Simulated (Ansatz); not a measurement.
## Cu: one change and its effect

System: Cu (1 atom in the cell).
Method of run A: DFT, PBEsol, PAW with Ansatz's default frozen-core files, scalar-relativistic, no spin polarisation (Ansatz 0.2.0).

The structure derives from an entry of the Crystallography Open Database. Text and figures count atoms from 1; the logs count them from 0 in places.

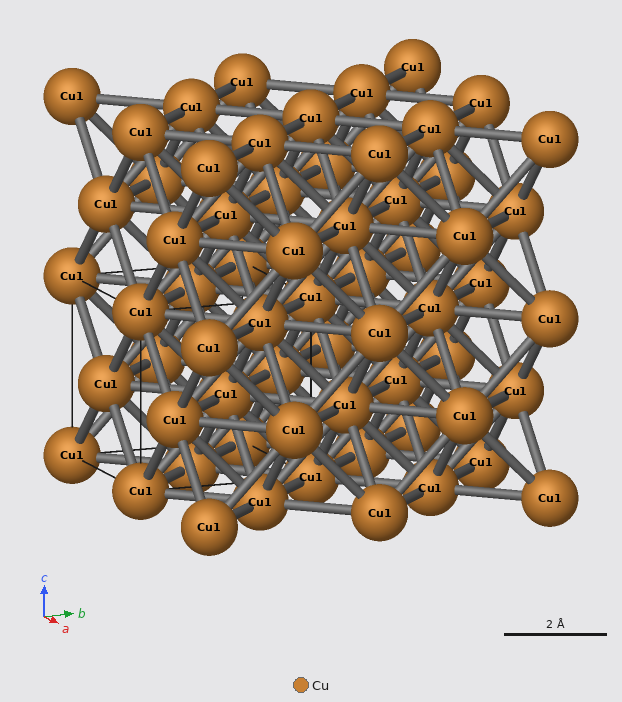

The structure as given in the input (ball-and-stick view of the cell 4 times as large as that of the calculation, set on its symmetry axes, repeated 2 × 2 × 2, seen slightly off an axis; atoms are numbered from 1 in the order of the input). Near neighbours in the crystal (not all of them lie inside the picture): Cu has 12 Cu at 2.56 Å.

## The input, run A
```yaml
crystal:
  lattice:
    - [0.0, 1.8075, 1.8075]
    - [1.8075, 0.0, 1.8075]
    - [1.8075, 1.8075, 0.0]
  atoms:
    - { symbol: Cu, position: [0.0, 0.0, 0.0] }
kpoints:
  mp_grid: { grid: [19, 19, 19] }
  band_path:
    path:
      - [0.0, 0.0, 0.0]
      - [0.5, 0.0, 0.5]
      - [0.625, 0.25, 0.625]
      - [0.375, 0.375, 0.75]
      - [0.0, 0.0, 0.0]
      - [0.5, 0.5, 0.5]
      - [0.5, 0.25, 0.75]
      - [0.5, 0.0, 0.5]
    npoints: 5
scf:
  occupations: { method: fermi_dirac, width: 0.08 }
hamiltonian:
  xc: pbesol
  pseudopotentials: { kind: paw }
output:
  forces: true
  stress: true
  eigenvalues: true
  efg: { contact_densities: true }
  write_density: true
  write_potential: true
  elf: true
  volumetric_format: npy
```

Launched with:
```bash
ansatz run input.yaml --threads 1 --pin off --max-ram 2048MiB --backend cpu --events-out ev --progress --plain --runs-dir out
```

Hardware: 1 thread of an x86-64 CPU, shared host.

## Output, shortened to warnings, some set-up lines, iterations and results (run A)
```
Basis set: ecut = 420 eV, 259 PW (Γ), exchange–correlation on 36×36×36 points (8 copies of the dense FFT grid, shifted against one another)
Symmetry: 48 space group operations
k-points: 220 of 6859
Initial density: superposition of atomic densities (neutral atoms: chi_scale 0, normalization atom), corrected by the library's trained network
[...]
SCF iter   1: F=—  HF=-6588.771219 eV  |F-HF|=—  |Δ(HF+E_count)|=         —  Δρ=2.14e-2  dr2=2.84e-2  ethr=1.77e-3  ⟨swp⟩=5.5  Hψ=15415  notcnv=0
SCF iter   2: F=—  HF=-6588.764689 eV  |F-HF|=—  |Δ(HF+E_count)|=   6.53e-3  Δρ=8.87e-4  dr2=3.04e-5  ethr=1.49e-4  ⟨swp⟩=2.8  Hψ=6599  notcnv=0  defer=36
SCF iter   3: F=—  HF=-6588.764678 eV  |F-HF|=—  |Δ(HF+E_count)|=   1.12e-5  Δρ=9.80e-4  dr2=4.88e-5  ethr=1.60e-7  ⟨swp⟩=2.0  Hψ=5211  notcnv=0  defer=36
SCF iter   4: F=—  HF=-6588.764703 eV  |F-HF|=—  |Δ(HF+E_count)|=   2.47e-5  Δρ=8.53e-5  dr2=3.71e-7  ethr=1.60e-7  ⟨swp⟩=1.0  Hψ=3048  notcnv=0  defer=36
SCF iter   5: F=-6588.764703 eV  HF=-6588.764703 eV  |F-HF|=1.30e-10  |Δ(HF+E_count)|=   1.37e-7  Δρ=3.61e-6  dr2=8.19e-10  ethr=1.95e-9  ⟨swp⟩=1.6  Hψ=3782  notcnv=0  …
SCF iter   6: F=-6588.764703 eV  HF=-6588.764703 eV  |F-HF|=9.09e-13  |Δ(HF+E_count)|=  7.86e-10  Δρ=3.04e-7  dr2=4.61e-12  ethr=4.31e-12  ⟨swp⟩=4.8  Hψ=15804  notcnv=0
SCF 1 converged in 6 iterations: F = -6588.764703 eV  dr2 = 4.61e-12
NSCF: frozen V_eff on 36 k-points
SCF converged after 6 iterations
Free energy (F): -6588.764703 eV
Harris-Foulkes:  -6588.764703 eV  (|F-HF|=9.09e-13)
Internal energy: -6588.757437 eV  (E = F + TS)
E sigma→0 (E₀):  -6588.761070 eV
Entropy (-TS):   -0.007266 eV (-7.266 meV/atom)
Fermi energy:    16.619136 eV
--- Per-component energies (eV) ---
  E_band       = -361.310441
  E_kinetic    = 300.030591
  E_local      = -4049.353066  (includes V_loc(G=0)·N_el)
  E_nonlocal   = 391.472294
  E_hartree    = 1780.606532
  E_xc         = -88.985803
  E_vxc        = -115.335328  (∫ρ·V_xc dr)
  E_paw        = -1626.280760  (= ΣΔE_a)
  E_vpaw       = -449.338427  (= ΣTr[D̂ρ^β])
  E_aug_tail   = 0.000269  (compensation charges beyond the density's cutoff)
  E_ewald      = -3296.453696
  E_core_change = 0.206202  (= ΣΔE_core)
  E_smearing   = -0.007266  (= −TS)
  E_closure    = -0.000000  (closes the sum)
  Σ components = -6588.764703   (vs F -6588.764703, Δ=0.00e0)
--- Forces (eV/Å), atoms counted from 1 ---
  atom   1  Cu    -0.00000000     0.00000000     0.00000000
  max |Σ_I F_I| component: 5.34e-32 eV/Å
--- Stress (GPa, compression-positive) ---
       -6.537787       0.000000       0.000000
        0.000000      -6.537787       0.000000
       -0.000000       0.000000      -6.537787
  P = ⅓ Tr σ = -6.5378 GPa (-65.378 kbar)
--- PAW observables at the nuclei: V_zz in 10²¹ V/m², potentials from the cell's mean, atoms counted from 1 ---
  atom   1  Cu V_zz =    +0.000000   η = 0.0000   by run symmetry: forbidden
            electrostatic potential = -3761.392385 V   contact ρ = 147256.249327 e/Å³
```

The input of run B differs as follows (lines with − go, lines with + come):
```diff
-  xc: pbesol
+  xc: lda
```

How does run B compare with run A?

The total energies belong to different methods, so their difference says nothing on which is more stable or more accurate. The pressure goes from −6.54 to −12.59 GPa. The functional changes from PBEsol to LDA. Along LDA, PBEsol, PBE and RPBE the binding weakens and the preferred volume grows, so the same cell is under more pressure with the later ones. The number of SCF iterations is the same.

## Output, shortened to warnings, some set-up lines, iterations and results (run B)
```
Basis set: ecut = 420 eV, 259 PW (Γ)
Symmetry: 48 space group operations
k-points: 220 of 6859
Initial density: superposition of atomic densities (neutral atoms: chi_scale 0, normalization atom), corrected by the library's trained network
[...]
SCF iter   1: F=—  HF=-6555.691815 eV  |F-HF|=—  |Δ(HF+E_count)|=         —  Δρ=2.40e-2  dr2=3.08e-2  ethr=1.77e-3  ⟨swp⟩=5.5  Hψ=15458  notcnv=0
SCF iter   2: F=—  HF=-6555.684065 eV  |F-HF|=—  |Δ(HF+E_count)|=   7.75e-3  Δρ=1.72e-3  dr2=2.79e-4  ethr=1.62e-4  ⟨swp⟩=2.7  Hψ=6711  notcnv=0  defer=36
SCF iter   3: F=—  HF=-6555.684021 eV  |F-HF|=—  |Δ(HF+E_count)|=   4.48e-5  Δρ=1.40e-3  dr2=6.21e-5  ethr=1.47e-6  ⟨swp⟩=2.0  Hψ=4881  notcnv=0  defer=36
SCF iter   4: F=—  HF=-6555.684056 eV  |F-HF|=—  |Δ(HF+E_count)|=   3.53e-5  Δρ=2.26e-5  dr2=3.40e-8  ethr=3.27e-7  ⟨swp⟩=1.0  Hψ=3065  notcnv=0  defer=36
SCF iter   5: F=-6555.684056 eV  HF=-6555.684056 eV  |F-HF|=1.85e-10  |Δ(HF+E_count)|=   1.12e-7  Δρ=5.00e-6  dr2=9.92e-10  ethr=1.79e-10  ⟨swp⟩=2.1  Hψ=5165  notcnv=0  …
SCF iter   6: F=-6555.684056 eV  HF=-6555.684056 eV  |F-HF|=2.82e-11  |Δ(HF+E_count)|=  3.46e-11  Δρ=8.17e-7  dr2=3.76e-11  ethr=5.22e-12  ⟨swp⟩=4.8  Hψ=15084  notcnv=0
SCF 1 converged in 6 iterations: F = -6555.684056 eV  dr2 = 3.76e-11
NSCF: frozen V_eff on 36 k-points
SCF converged after 6 iterations
Free energy (F): -6555.684056 eV
Harris-Foulkes:  -6555.684056 eV  (|F-HF|=2.82e-11)
Internal energy: -6555.676752 eV  (E = F + TS)
E sigma→0 (E₀):  -6555.680404 eV
Entropy (-TS):   -0.007304 eV (-7.304 meV/atom)
Fermi energy:    16.367717 eV
--- Per-component energies (eV) ---
  E_band       = -364.081013
  E_kinetic    = 300.432349
  E_local      = -4052.613092  (includes V_loc(G=0)·N_el)
  E_nonlocal   = 393.977530
  E_hartree    = 1780.757271
  E_xc         = -89.108129
  E_vxc        = -115.566810  (∫ρ·V_xc dr)
  E_paw        = -1593.118866  (= ΣΔE_a)
  E_vpaw       = -451.825269  (= ΣTr[D̂ρ^β])
  E_aug_tail   = 0.000220  (compensation charges beyond the density's cutoff)
  E_ewald      = -3296.453696
  E_core_change = 0.449660  (= ΣΔE_core)
  E_smearing   = -0.007304  (= −TS)
  E_closure    = 0.000000  (closes the sum)
  Σ components = -6555.684056   (vs F -6555.684056, Δ=0.00e0)
--- Forces (eV/Å), atoms counted from 1 ---
  atom   1  Cu    -0.00000000    -0.00000000     0.00000000
  max |Σ_I F_I| component: 2.16e-32 eV/Å
--- Stress (GPa, compression-positive) ---
      -12.592466       0.000000      -0.000000
        0.000000     -12.592466      -0.000000
       -0.000000       0.000000     -12.592466
  P = ⅓ Tr σ = -12.5925 GPa (-125.925 kbar)
--- PAW observables at the nuclei: V_zz in 10²¹ V/m², potentials from the cell's mean, atoms counted from 1 ---
  atom   1  Cu V_zz =    +0.000000   η = 0.0000   by run symmetry: forbidden
            electrostatic potential = -3761.234892 V   contact ρ = 146780.252126 e/Å³
```

## The two runs side by side

| quantity | run A | run B |
| --- | --- | --- |
| outcome | converged | converged |
| free energy per atom (eV) | −6588.7647 | −6555.6841 |
| energy per atom, smearing taken to zero (eV) | −6588.7611 | −6555.6804 |
| pressure (GPa) | −6.54 | −12.59 |
| largest force (eV/Å) | 0.000 | 0.000 |
| SCF iterations | 6 | 6 |
| irreducible k-points | 220 | 220 |
| plane waves at Γ | 259 | 259 |
| wall time (shared host) | 4.4 s | 4.2 s |

For run A: The cell is under a tension of 6.5 GPa at this level, so it is not at its equilibrium volume. For run B: The cell is under a tension of 12.6 GPa at this level, so it is not at its equilibrium volume.
